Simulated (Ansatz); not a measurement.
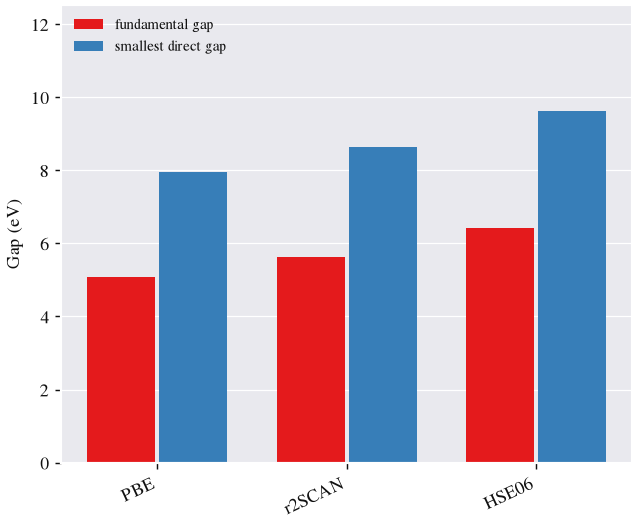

Gaps of BN, space group P2_1 (No. 4), 4 atoms in the cell, wurtzite type, shear (xy) strain −3.0%, at several levels of theory on one cell (Ansatz, plane waves and PAW; edges over the mesh and the special points).

How does the gap depend on the level, and does its kind change?

Answer. In rising order: PBE 5.09 eV, r2SCAN 5.64 eV and HSE06 6.42 eV. It is indirect at every level.
